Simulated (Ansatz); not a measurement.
Consider Ti3Al5.

```
Ti Al
1.0
     3.80083    0.00000    0.00000
     0.00000    3.80083    0.00000
     0.00000    0.00000    8.74118
Ti Al
3 5
Direct
  0.00000 0.00000 0.50000
  0.50000 0.50000 0.00000
  0.50000 0.50000 0.50000
  0.00000 0.50000 0.25133
  0.00000 0.50000 0.74867
  0.50000 0.00000 0.25133
  0.50000 0.00000 0.74867
  0.00000 0.00000 0.00000
```

Space group P4/mmm; a structure from a database of computed crystals, not necessarily the ambient phase; changed on purpose from its base cell (strain -0.025 along x and y, +0.050 along z, atoms carried along); computed without spin polarisation.

Method: DFT r2SCAN, scalar-relativistic, plane waves, PAW in Ansatz.

What will maps of the valence pseudo-density and electron localisation function show?

Ti–Al (2.89 Å): ρ is about 0.21 e/Å³ halfway; the ELF is about 0.40 at the midpoint.
Al–Al (2.90 Å): the density is about 0.2 e/Å³ at the midpoint; the ELF peaks at about 0.60 between the atoms.

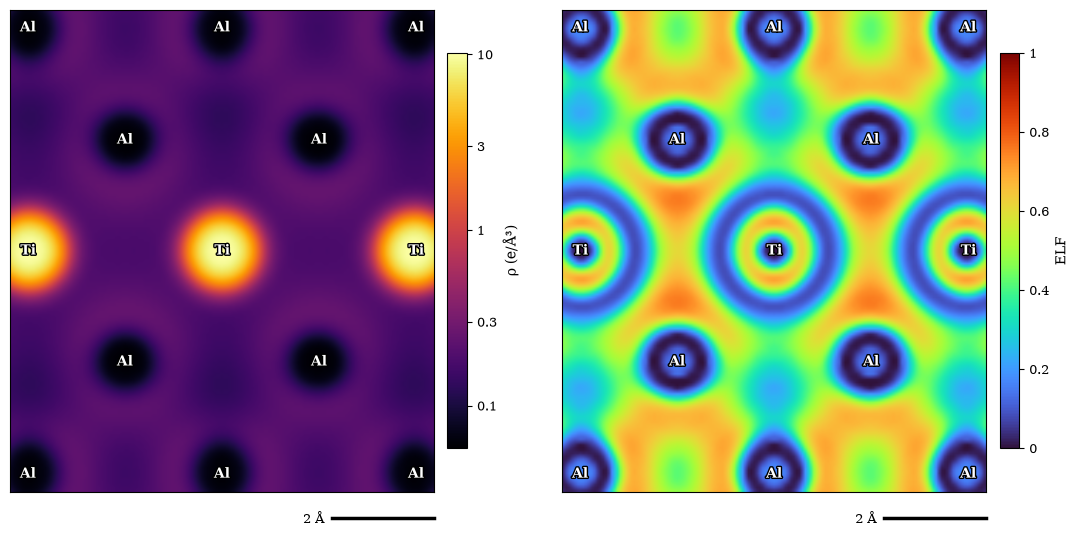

Computed valence pseudo-density and electron localisation function on the (010) plane of the conventional cell, in this order. 
